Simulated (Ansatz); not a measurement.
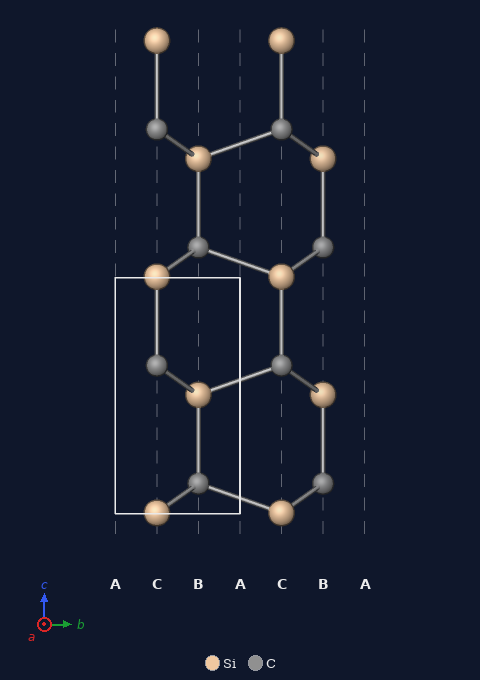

The picture looks along a close-packed row of the hexagonal mesh; c points upwards. The dashed lines mark the three columns A (0, 0), B (1/3, 2/3) and C (2/3, 1/3). The sequence starts with the first layer at or above the cell's origin.

System SiC (space group P6_3mc, No. 186); source of the atomic positions: coordinates from a relaxation with Ansatz 0.2.0, DFT, PBEsol, plane waves, PAW; the starting structure was generated, so it need not be a known form of this composition.

> Read off the stacking sequence over one period.

Si(C) – C(B) – Si(B) – C(C) (four layers in 5.05 Å).

Heights of the layers:

```csv
layer,atoms (column),height (Å),to next (Å)
1,Si(C),0.02,0.63
2,C(B),0.64,1.90
3,Si(B),2.54,0.63
4,C(C),3.17,1.90
```
